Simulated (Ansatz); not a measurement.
HfSi: several calculations on one system

**1. Relaxation**

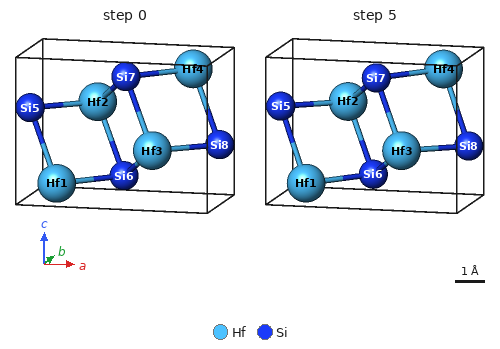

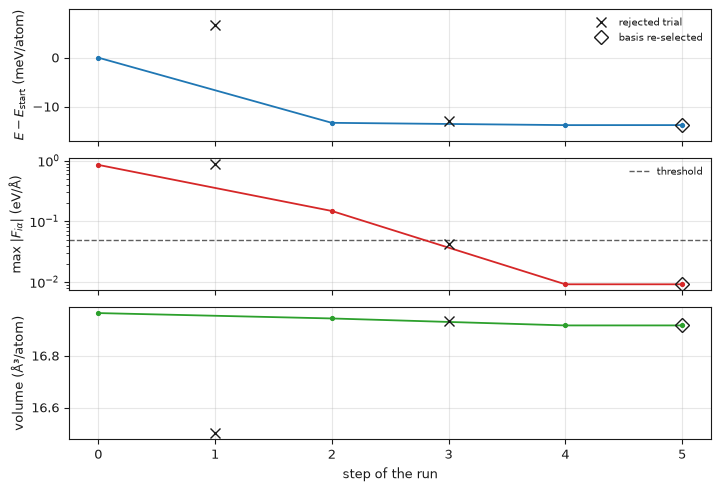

First and last geometry of a relaxation of solid HfSi (set up in Pnma) (coarse preliminary run), with the history of the run. The picture is a ball-and-stick view of the cell of the calculation, seen slightly off an axis.

Theory: DFT r2SCAN, scalar-relativistic, plane waves, PAW in Ansatz. (plane-wave cutoff 500 eV; k-point mesh 4 × 6 × 4; occupations gaussian; smearing width 0.1 eV; no spin polarisation; cell and atoms relaxed; force threshold 0.05 eV/Å; at most 80 steps)

**What do the curves and the structures tell?**

It converged. The largest moves relative to the cell, 0.054 Å, are those of Si5, Si6, Si7 and Si8. Si6 goes along [−1 0 3]. Largest moves by element: Si 0.054 Å, Hf 0.020 Å. The volume changes by −0.3 %, with a 6.889 → 6.878 Å (−0.2 %), b 3.772 → 3.764 Å (−0.2 %), c 5.223 → 5.228 Å (+0.1 %). Some distances before and after: Si5–Si8 2.388 → 2.454 Å, Hf1–Si7 2.825 → 2.884 Å, Hf1–Si5 2.750 → 2.696 Å, Hf1–Si5 (another image) 2.809 → 2.839 Å. The space group stays Pnma (No. 62). The energy falls by 13.7 meV per atom in 2 accepted moves (5 points after the start). Largest force component: 0.86 eV/Å at the start, 0.0092 eV/Å at the end. Pressure: −0.28 GPa at the start and 0.02 GPa at the end. The line search rejected the trial steps at points 1, 3 of the run. The SCF was repeated once at an unchanged geometry on a basis and grid sized afresh for the cell, which shifted the energy by less than 0.05 meV per atom at most.

| step | E − E(0), meV/atom | largest force component, eV/Å | pressure, GPa | volume, Å³/atom | note |
| --- | --- | --- | --- | --- | --- |
| 0 | 0.00 | 0.8553 | -0.28 | 16.965 |  |
| 1 | 6.68 | 0.8866 | 4.38 | 16.500 | rejected |
| 2 | -13.27 | 0.1486 | -0.25 | 16.944 |  |
| 3 | -12.89 | 0.0419 | -0.11 | 16.934 | rejected |
| 4 | -13.73 | 0.0092 | 0.02 | 16.917 |  |
| 5 | -13.73 | 0.0092 | 0.02 | 16.917 | same geometry, new basis |

**2. Relaxation**

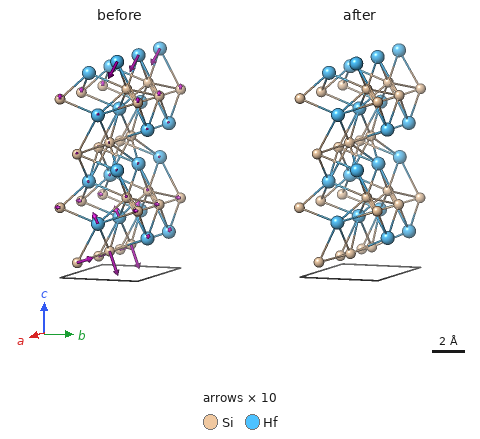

The structure of a slab of composition HfSi (cut from the Pnma phase) before (left) and after (right) a relaxation, at one scale. The purple arrows give the displacements, 10 times their true length.

Style: ball-and-stick. Shown: the 2 × 1 repeat of the cell, outlined in the plane, without the vacuum (origin shifted), slightly off an axis.

Case: (1 0 0) slab, atoms relaxed. The slab is the (1 0 0) face of HfSi.

Method: Ansatz 0.2.0, DFT r2SCAN, scalar-relativistic, plane waves, PAW. (plane-wave cutoff 500 eV; k-point mesh 9 × 7 × 1; occupations gaussian; smearing width 0.1 eV; no spin polarisation; dipole correction; atoms relaxed in a fixed cell; force threshold 0.02 eV/Å; at most 60 steps)

### What changed between the two?

The energy falls by 0.245 eV per cell of the calculation in 4 accepted moves (5 points after the start). The largest force component goes from 1.2 to 0.019 eV/Å. 1 step only repeated the SCF at the same geometry. The largest move relative to the layer's centre is that of a Si atom, 0.17 Å at 20° to the normal (−c side). Largest moves by element: Si 0.17 Å, Hf 0.13 Å. The lattice vectors keep their values. Some distances before and after: Hf–Si 2.702 → 2.876 Å, Hf–Si 2.831 → 2.937 Å, Hf–Si 2.876 → 2.776 Å, Hf–Hf 3.381 → 3.295 Å. Among the angles between lasting bonds that change: Hf–Si–Hf 141.5° → 134.3°, Hf–Si–Hf 88.6° → 82.1°, Si–Si–Hf 134.0° → 127.7°. The run took 26 min on 2 threads of AMD EPYC 7R43 64-Core Processor (Zen 3), on a shared host, peak memory 3.6 GiB.

**3. A change**

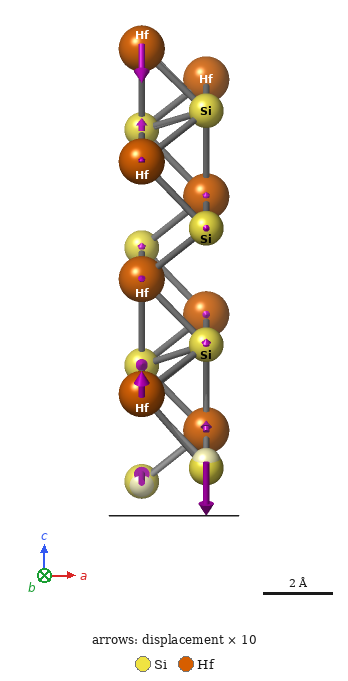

A (1 0 0) slab of HfSi as cut from the relaxed bulk, drawn pale, and a changed version of it, drawn solid. The purple arrows show how the atoms are displaced, magnified 10 times. The picture is a ball-and-stick view of the cell of the calculation, outlined in the plane, without the vacuum, seen along the b axis.

The calculation used DFT r2SCAN, scalar-relativistic, plane waves, PAW (Ansatz). (plane-wave cutoff 500 eV; occupations gaussian; smearing width 0.1 eV; no spin polarisation) The k-mesh is chosen for each cell (9×7×5, 9×7×1).

> Describe the change and its computed effect.

The atoms of the slab are relaxed at the bulk's in-plane cell. The surface energy (mean of the two faces) falls from 2.82 to 2.72 J/m². The top spacing, between the Hf and Hf planes, goes from 1.02 to 0.90 Å (−11.8 %), the bottom one (Si to Si) from 0.59 to 0.39 Å (−33.0 %). The lattice vectors keep their values. The atom that moves furthest relative to the layer's centre is a Si atom (0.17 Å at 20° to the normal (−c side)). Largest moves by element: Si 0.17 Å, Hf 0.13 Å. Among the bonded contacts that change: Hf–Si 2.703 → 2.619 to 2.876 Å, Hf–Si 2.831 → 2.806 to 2.937 Å, Hf–Si 2.876 → 2.776 to 2.882 Å, Si–Si 2.454 → 2.382 to 2.447 Å.
